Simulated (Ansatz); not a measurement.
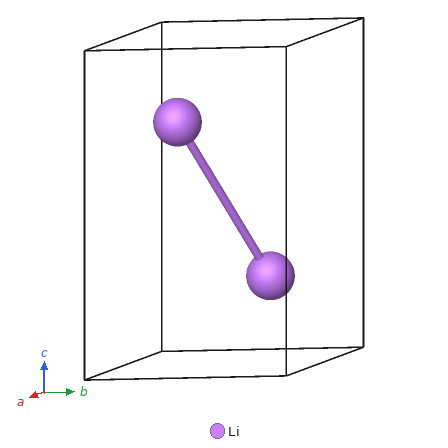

System: Li, space group P6_3/mmc (No. 194). The picture shows the conventional cell.

The given structure:
```
Li
1.0
     3.05442    0.00000    0.00000
    -1.52721    2.64521    0.00000
     0.00000    0.00000    4.99520
Li
2
Direct
  0.33333 0.66667 0.25000
  0.66667 0.33333 0.75000
```

One of the inputs:
```
crystal:
  lattice:
    - [3.0544211486, 0.0, 0.0]
    - [-1.5272105743, 2.6452063085, 0.0]
    - [0.0, 0.0, 4.9952014061]
  atoms:
    - { symbol: Li, position: [0.3333333333, 0.6666666667, 0.25] }
    - { symbol: Li, position: [0.6666666667, 0.3333333333, 0.75] }
kpoints:
  mp_grid: { grid: [16, 16, 9] }
  band_path:
    path:
      - [0.0, 0.0, 0.0]
      - [0.5, 0.0, 0.0]
      - [0.3333333333, 0.3333333333, 0.0]
      - [0.0, 0.0, 0.0]
      - [0.0, 0.0, 0.5]
      - [0.5, 0.0, 0.5]
      - [0.3333333333, 0.3333333333, 0.5]
      - [0.0, 0.0, 0.5]
      - [0.5, 0.0, 0.5]
    npoints: 14
scf:
  occupations: { method: fermi_dirac, width: 0.05 }
hamiltonian:
  xc: pbe
  pseudopotentials: { kind: paw }
output:
  forces: true
  stress: true
  eigenvalues: true
  efg: { contact_densities: true }
  populations: true
  bader: true
  dos: { projected: true, de: 0.2, e_range: [-14, 8] }
  write_density: true
  write_potential: true
  elf: true
  volumetric_format: npy
```

Command:
```bash
ansatz run input.yaml --threads 1 --pin off --max-ram 2048MiB --backend cpu --events-out ev --progress --plain --runs-dir out
```

Computed with Ansatz 0.2.0: periodic Kohn-Sham DFT of a crystal at fixed atoms, scaled to the stated factor times the given cell; pressure positive in compression. Level: PBE.

method frozen-core PAW; relativity scalar; k mesh 16×16×9; occupations Fermi–Dirac; smearing width 0.05 eV; wave cutoff 420 eV; PAW set soft_2.

V(given) is 20.18 Å³/atom.

What does the calculation give for the pressure against V/V(given)? The V/V(given) takes the values 0.941, 0.970, 1.000, 1.030, 1.060.

The pressure falls from 0.968 GPa at V/V(given) 0.941 to −0.715 GPa at 1.060, and changes sign near 1.002. The volume at zero pressure from a fit of the pressures is 20.2 Å³/atom. The bulk modulus from that fit is 13.9 GPa.

```csv
V/V(given),pressure (GPa)
0.941,0.968
0.970,0.468
1.000,0.022
1.030,-0.370
1.060,-0.715
```

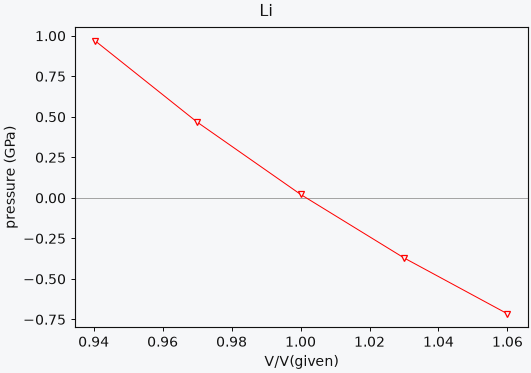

Caveats: shape and atomic fractions are frozen while scaling, which makes layered, chain and framework solids too stiff.
